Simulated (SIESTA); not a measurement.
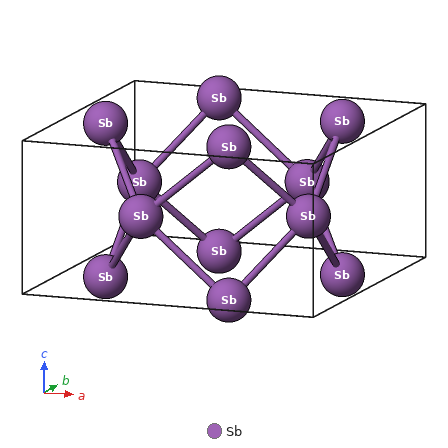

System: Sb, space group I4/mcm (No. 140). The picture shows the conventional cell.

Starting cell:
```xyz
4
Lattice="-4.0300 4.0300 2.0255 4.0300 -4.0300 2.0255 4.0300 4.0300 -2.0255" Properties=species:S:1:pos:R:3 pbc="T T T"
Sb    1.2192    5.2492    0.0000
Sb    2.8108    1.2192    0.0000
Sb    2.8108   -1.2192    2.0255
Sb    1.2192    2.8108    2.0255
```

Computed with SIESTA 5.4.2: DFT in numerical atomic orbitals with pseudopotentials, no spin polarisation; energies at scaled volumes of the given cell, shape and fractions fixed, counted from the fit's minimum, third-order Birch-Murnaghan fit. Level: PBEsol.

k mesh 7×7×7; occupations Fermi–Dirac; smearing width 0.05 eV; potentials PseudoDojo 0.4 standard, converted to PSML, two zetas on semicore shells; program settings basis DZP, mesh cutoff 500 Ry.

What does the calculation give for the energy and pressure against volume? The volume takes the values 30.92, 31.58, 32.24, 32.90, 33.55, 34.21, 34.87 Å³/atom.

A third-order Birch–Murnaghan fit gives V0 = 33.38 Å³/atom, B0 = 52.2 GPa and B′ = 4.2. The energy is 33.78 meV/atom at volume 30.92 Å³/atom and 9.98 meV/atom at 34.87 Å³/atom; the lowest computed point is at volume 33.55 Å³/atom (0.14 meV/atom). The pressure falls from 4.71 GPa at volume 30.92 Å³/atom to −2.06 GPa at 34.87 Å³/atom, and changes sign near 33.39 Å³/atom.

| volume (Å³/atom) | energy (meV/atom) | pressure (GPa) |
| --- | --- | --- |
| 30.92 | 33.78 | 4.71 |
| 31.58 | 17.49 | 3.25 |
| 32.24 | 6.82 | 1.98 |
| 32.90 | 1.17 | 0.80 |
| 33.55 | 0.14 | −0.27 |
| 34.21 | 3.23 | −1.21 |
| 34.87 | 9.98 | −2.06 |

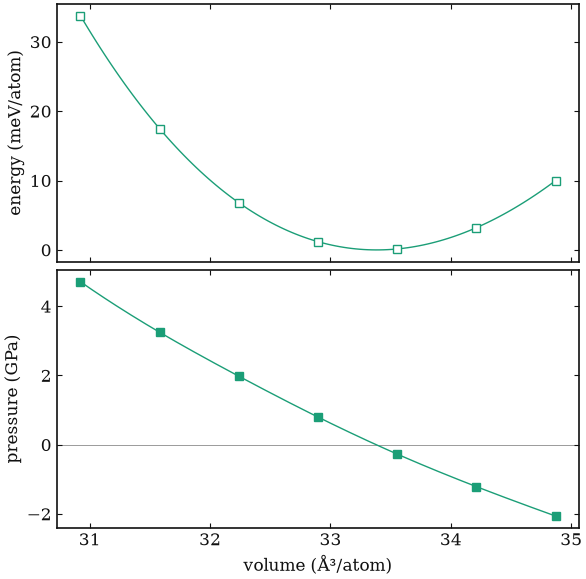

Caveats: mulliken charges of long orbitals; shape and atomic fractions are frozen while scaling, which makes layered, chain and framework solids too stiff.
